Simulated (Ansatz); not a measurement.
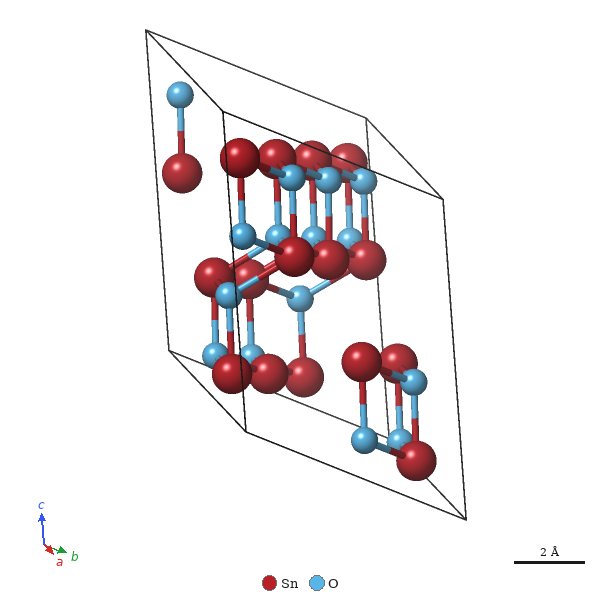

The image is a ball-and-stick drawing of a crystal, viewed slightly off an axis. The edges of the supercell are marked. The host is SnO, in a cell of 32 sites, and the cell is neutral.

Question: Where does the cell differ from the host, and how?

Answer: An oxygen vacancy. Around the empty site lie four Sn at about 2.2 Å.

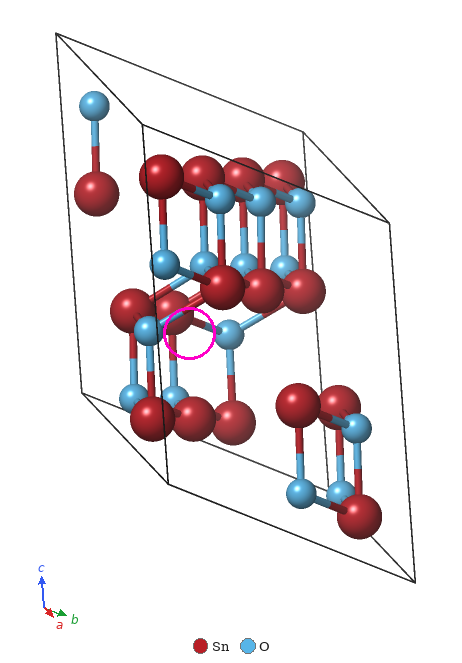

The same cell with a ring at the defect's site.

The atoms were relaxed in the host's cell with Ansatz, DFT PBE, scalar-relativistic, plane waves, PAW.
